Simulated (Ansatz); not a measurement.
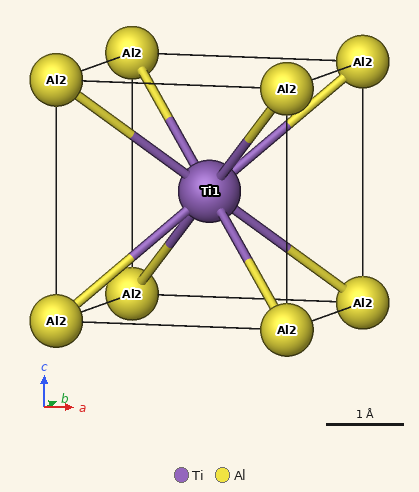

*The input geometry (ball-and-stick view of the cell of the calculation, seen slightly off an axis; atoms are numbered from 1 in the order of the input). An atom can appear more than once, as a periodic image.*

Single-point calculation, with input and output: TiAl

- system: TiAl (Pm-3m, 2 atoms in the cell)
- method: DFT, PBE, plane waves, PAW, no spin polarisation (Ansatz 0.2.0)

The structure derives from an entry of the Crystallography Open Database. Figures and captions count atoms from 1; the log counts them from 0 in places.

Output
```
Engine: ansatz 0.2.0, x86_64-unknown-linux-gnu
Pseudopotentials: kind: paw
Pseudopotential: Ti, paw, valence charge 12, recommended cutoff 420 eV (normal), Ti.paw.azcp
Pseudopotential: Al, paw, valence charge 3, recommended cutoff 420 eV (normal), Al.paw.azcp
Functional definition: PBE
  parameter kappa = 0.804
  parameter beta = 0.06672455060314922
  exchange = pbe_x(kappa = kappa, mu = beta*pi^2/3)
  correlation = pbe_c(beta = beta)
Crystal: 2 atoms, lattice volume = 32.349 Å³
Basis set: ecut = 420 eV, 619 PW (Γ), exchange–correlation on 48×48×48 points (8 copies of the dense FFT grid, shifted against one another)
Bands: 12, of which v1, the nominal top of the filled ones, is band 8 counted from 1 (7 counted from 0)
Symmetry: 48 space group operations
Space group: Pm-3m (ITA 221), of the structure as read, at distance tolerance 3.2e-5 Å
k-points: 120 of 2744
Non-local potential: Ti, projectors of the file, l = 0: 3, l = 1: 2, l = 2: 3, l = 3: 1
Non-local potential: Al, projectors of the file, l = 0: 2, l = 1: 2, l = 2: 1
PAW form: soft (Blöchl's): semilocal exchange-correlation on the pseudo side does not see the compensation charge
PAW one-centre angular grid: Ti, 590 points (default); XC on 64 Gauss nodes
PAW one-centre angular grid: Al, 110 points (default); XC on 64 Gauss nodes
Initial density: superposition of atomic densities (neutral atoms: chi_scale 0, normalization atom), corrected by the library's trained network
Initial wavefunctions: pseudopotential atomic-orbital guess
Functional: x = pbe(κ = 0.804, μ = 0.2195149727645171), c = pbe(β = 0.06672455060314922)
SCF iter   1: F=—  HF=-3037.703677 eV  |F-HF|=—  |Δ(HF+E_count)|=         —  Δρ=6.98e-3  dr2=2.11e-2  ethr=1.77e-3  ⟨swp⟩=5.2  Hψ=7326  notcnv=0
preconditioner: auto → none  [metal: Δε(μ)=0.004 eV  Ē_g=5.252 eV  σ=0.010 eV  W_gap=0.26  n_scr=6 (ndim 8)  ℏωp=17.3 eV  f_vac=0.000  D(μ)=3.45/eV (n_scr^D=32)  sad-step TF]
SCF iter   2: F=—  HF=-3037.701119 eV  |F-HF|=—  |Δ(HF+E_count)|=   2.56e-3  S|Δr|=    0.00e0  Δρ=4.46e-3  dr2=9.97e-3  ethr=1.41e-4  ⟨swp⟩=2.0  Hψ=2732  notcnv=0  defer=33
SCF iter   3: F=—  HF=-3037.698781 eV  |F-HF|=—  |Δ(HF+E_count)|=   2.34e-3  S|Δr|=    0.00e0  Δρ=3.95e-4  dr2=1.78e-5  ethr=6.64e-5  ⟨swp⟩=2.1  Hψ=2142  notcnv=0  defer=52
SCF iter   4: F=—  HF=-3037.698771 eV  |F-HF|=—  |Δ(HF+E_count)|=   1.05e-5  S|Δr|=    0.00e0  Δρ=1.21e-4  dr2=3.58e-6  ethr=1.19e-7  ⟨swp⟩=2.1  Hψ=2175  notcnv=0  defer=58
SCF iter   5: F=-3037.698770 eV  HF=-3037.698770 eV  |F-HF|=6.35e-9  |Δ(HF+E_count)|=   8.28e-7  S|Δr|=    0.00e0  Δρ=8.01e-6  dr2=5.37e-9  ethr=6.67e-10  ⟨swp⟩=4.0  Hψ=5912  notcnv=0
the search or the solves at the SCF's close seem to have found levels that the self-consistency loop had missed (the run counts 1). By its estimate they hold under 1e-12 electrons; where the run keeps them, the occupations were computed again with them
SCF 1 converged in 5 iterations: F = -3037.698770 eV  dr2 = 5.37e-9
  greatest PAW one-centre occupation: 0.999 electrons in one spin orbital (limit 2), on the Ti atom at site 0 (counted from 0), in its partial waves of l = 0
SCF converged after 5 iterations
Stability not checked: this state was not tested for a lower state beside it, because cold or Methfessel-Paxton smearing, or corrected tetrahedra, fill the levels in a way that the test cannot read (fill_not_monotonic; see scf.lower_state_search)
Free energy (F): -3037.698770 eV
Harris-Foulkes:  -3037.698770 eV  (|F-HF|=6.35e-9)
Internal energy: -3037.698720 eV  (E = F + TS)
E sigma→0 (E₀):  -3037.698753 eV
Entropy (-TS):   -0.000050 eV (-0.025 meV/atom)
Fermi energy:    11.387077 eV
--- Per-component energies (eV) ---
  E_band       = -163.776223
  E_kinetic    = 296.306467
  E_local      = -1024.780931  (includes V_loc(G=0)·N_el)
  E_nonlocal   = 19.278585
  E_hartree    = 436.133603
  E_xc         = -137.682920
  E_vxc        = -151.530732  (∫ρ·V_xc dr)
  E_paw        = -1515.570779  (= ΣΔE_a)
  E_vpaw       = -175.317334  (= ΣTr[D̂ρ^β])
  E_aug_tail   = 0.000123  (compensation charges beyond the density's cutoff)
  E_ewald      = -1111.382868
  E_smearing   = -0.000050  (= −TS)
  E_closure    = -0.000000  (closes the sum)
  Σ components = -3037.698770   (vs F -3037.698770, Δ=0.00e0)
--- Forces (eV/Å), atoms counted from 1 ---
  atom   1  Ti     0.00000000    -0.00000000     0.00000000
  atom   2  Al     0.00000000     0.00000000     0.00000000
  max |Σ_I F_I| component: 3.05e-29 eV/Å
--- Stress (GPa, compression-positive) ---
       -0.039653      -0.000000       0.000000
        0.000000      -0.039653      -0.000000
        0.000000       0.000000      -0.039653
  P = ⅓ Tr σ = -0.0397 GPa (-0.397 kbar)
--- Band table (eV; the first three rows and the last of 120) ---
  k-point 0: bands = ["-45.5193", "-21.7294", "-21.7294", "-21.7294", "2.1197", "9.9363", "9.9363", "13.1572", "13.1572", "13.1572", "15.7424", "15.7424"]
  k-point 1: bands = ["-45.5186", "-21.7377", "-21.7287", "-21.7287", "2.2007", "9.8947", "9.9727", "13.0149", "13.0149", "13.1669", "15.3934", "15.9440"]
  k-point 2: bands = ["-45.5166", "-21.7611", "-21.7266", "-21.7266", "2.4414", "9.7223", "10.0779", "12.6881", "12.6881", "13.1942", "14.7222", "16.4509"]
  k-point 119: bands = ["-45.4774", "-21.8524", "-21.8524", "-21.8524", "8.2929", "8.2929", "8.2929", "11.9518", "14.1347", "14.1347", "14.2489", "14.2489"]
```

This output came from the following input.

Input
```yaml
crystal:
  lattice:
    - [3.1863036826, 0.0, 0.0]
    - [0.0, 3.1863036826, 0.0]
    - [0.0, 0.0, 3.1863036826]
  atoms:
    - { symbol: Ti, position: [0.5, 0.5, 0.5] }
    - { symbol: Al, position: [0.0, 0.0, 0.0] }
basis:
  ecutwfc: 420
kpoints:
  mp_grid: { grid: [14, 14, 14] }
hamiltonian:
  xc: pbe
scf:
  occupations: { method: cold, width: 0.01 }
output:
  forces: true
  eigenvalues: true
  stress: true
```

Launched with:
```bash
ansatz run input.yaml --threads 4 --pin off --max-ram 11264MiB --backend cpu --events-out ev --progress --plain --runs-dir out
```

Results in brief

- outcome: converged
- space group (tolerance 0.01 Å): Pm-3m (221)
- electrons treated: 15
- free energy: −3037.6988 eV
- Fermi energy: 11.387 eV
- gap on the k-point mesh: none (metallic)
- pressure: −0.04 GPa
- largest force (length of the vector): under 0.001 eV/Å
- hardware: 4 threads of Intel Xeon @ 2.50GHz (Skylake/Cascade Lake), 189 GiB of memory available, shared host
- wall time: 4.2 s (CPU time 7.6 s)
- peak memory: 0.38 GiB

Notes

Settings chosen away from the usual ones: scf.occupations.method set to cold (from gaussian); scf.occupations.width set to 0.01 (from 0.1).
